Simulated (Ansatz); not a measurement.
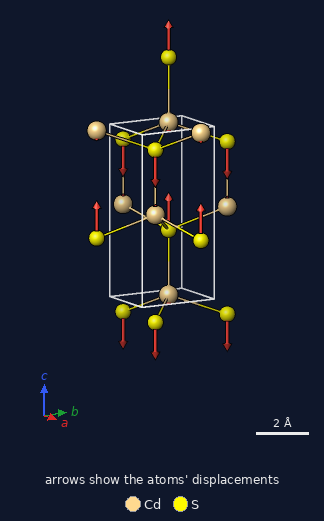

Normal modes of solid CdS, space group P6₃mc (No. 186), at the zone centre. The optical levels lie at 42 (×2), 133, 229, 236 (×2), 249 (×2), 295 cm⁻¹. One mode is drawn. Displacements are drawn as red arrows; their common scale and sign are arbitrary. The picture is a ball-and-stick view of the cell of the calculation, seen slightly off an axis.

Method: Ansatz, DFT PBEsol, scalar-relativistic, plane waves, PAW. (plane-wave cutoff 420 eV; k-point mesh 6 × 6 × 4; occupations fixed; no spin polarisation)

Frequencies are those without the non-analytic (LO–TO) term.

### To which level does it belong?

The level at 295 cm⁻¹. This is the B₁ mode, the highest optical level, silent by symmetry (neither infrared- nor Raman-active). All motion is along c; atoms of one kind move against one another, with no net shift of any sublattice; it stretches the shortest Cd–S bonds (2.53 Å); the kinetic energy is shared as S 97 %, Cd 3 %.
